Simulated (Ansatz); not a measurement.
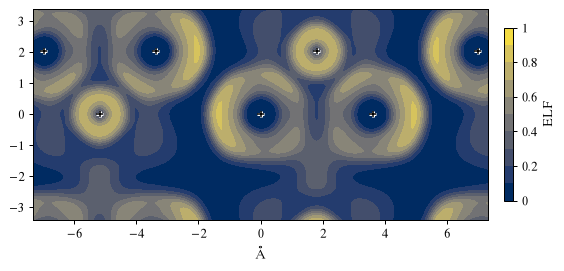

The electron localisation function on a plane through atoms (crosses mark nuclei in the plane).

Method: DFT HSE06, scalar-relativistic, plane waves, PAW (Ansatz).

Candidates:
A. In₂O₃, a = 8.76 Å, b = 8.76 Å, c = 8.76 Å, α = 109.47°, β = 109.47°, γ = 109.47°. Space group Ia-3.
B. Te₂Mo, a = 3.52 Å, b = 3.52 Å, c = 13.97 Å, α = 90.00°, β = 90.00°, γ = 120.00°. Space group P6₃/mmc; computed without spin polarisation.

Question: Which candidate gave the map?

Answer: Candidate B: Te₂Mo on the (110) plane of the conventional cell, which holds Te and Mo. Te–Mo (2.72 Å): the ELF is about 0.60 at the midpoint.
